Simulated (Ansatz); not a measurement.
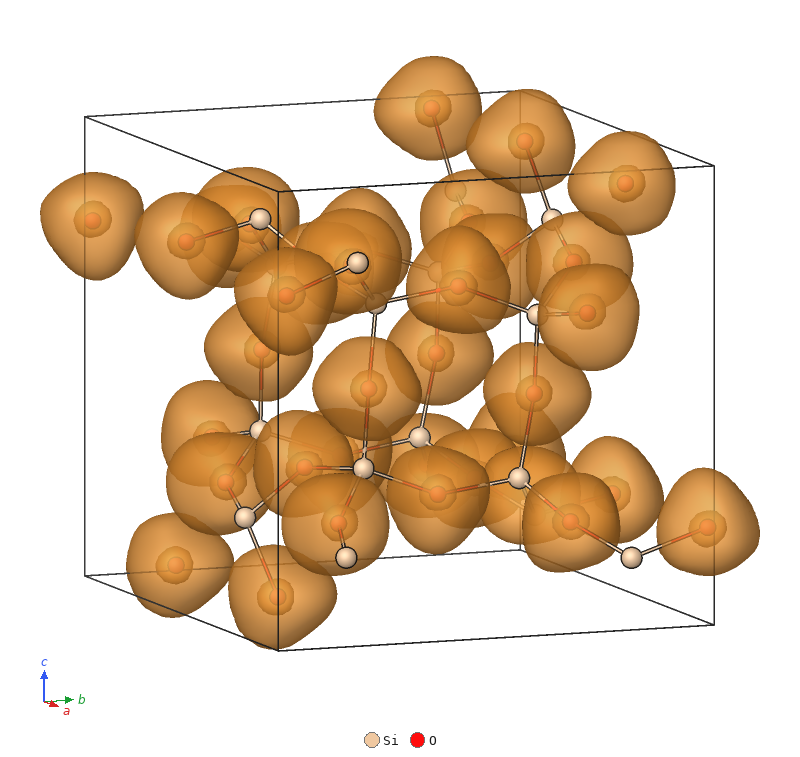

Figure 1: Si₁₆O₃₁ (cell with a defect). Isosurface of the electron localisation function at 0.65 (orange), seen slightly off an axis. Core shells and regions of very low density are left out. Sticks mark near contacts.

PAW files of the earlier set (soft_1).

The calculation used DFT LDA, scalar-relativistic, plane waves, PAW in Ansatz 0.2.0.

In a PAW calculation such maps are meaningful between the atoms, not at the nuclei.

Describe the localisation domains.

The surface consists of one region between bonded Si–Si atoms (shared pairs) and 31 regions on O in which the atom's valence shell and bonds are merged, counted in one cell of 47 atoms. Any copies at cell faces, edges or corners count once.

Values along the shortest contacts:
Si–O (1.60 Å): the ELF peaks at about 0.85 between the atoms; a polar covalent bond. Si–Si (2.38 Å): the ELF peaks at about 1 between the atoms (localised, covalent bonding).
